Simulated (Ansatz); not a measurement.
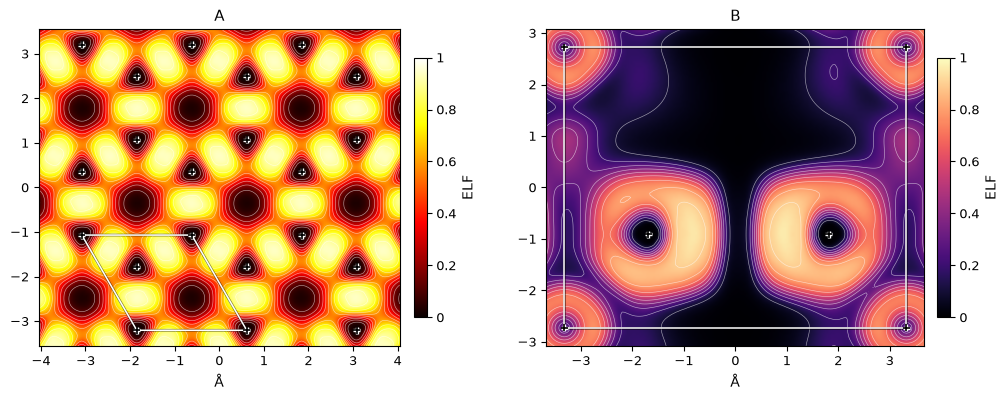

The electron localisation function of 2 systems, each on a plane through atoms (crosses mark nuclei in the plane).

Theory: Ansatz 0.2.0, DFT PBE+D3(BJ), scalar-relativistic, plane waves, PAW.

System 1: C, the (001) plane of the conventional cell. Space group P6/mmm; a structure from a database of computed crystals, not necessarily the ambient phase; changed on purpose from its base cell (volume × 1.02, shape and atoms relaxed).

```
C
1.0
     2.46594    0.00000    0.00000
    -1.23297    2.13556    0.00000
     0.00000    0.00000    3.63435
C
2
Direct
  0.33333 0.66667 0.00000
  0.66667 0.33333 0.00000
```

System 2: MoS2, the (110) plane of the conventional cell. Space group P3m1; a structure from a database of computed crystals, not necessarily the ambient phase; changed on purpose from its base cell (all S atoms moved +0.062 Å, as atom 2 along Cartesian [0 0 1]); not relaxed (largest force 1.9 eV/Å); computed without spin polarisation.

```cif
data_structure
_symmetry_space_group_name_H-M 'P 1'
_symmetry_Int_Tables_number 1
_cell_length_a 3.1497
_cell_length_b 3.1497
_cell_length_c 6.6475
_cell_angle_alpha 90.000
_cell_angle_beta 90.000
_cell_angle_gamma 120.000
_cell_volume 57.11
loop_
_atom_site_label
_atom_site_type_symbol
_atom_site_fract_x
_atom_site_fract_y
_atom_site_fract_z
_atom_site_occupancy
Mo1 Mo 0.00000 0.00000 0.00000 1
S1 S 0.33333 0.66667 0.24507 1
S2 S 0.33333 0.66667 0.77373 1
```

Match each panel to its system.

Panel A is system 1, C: the plane holds C. C–C (1.42 Å): the ELF peaks at about 0.95 between the atoms. Panel B is system 2, MoS2: the plane holds Mo and S. Mo–S (2.36 Å): the ELF peaks at about 0.85 in the valence shell of S, 0.8 Å from its nucleus, and is about 0.45 at the midpoint.
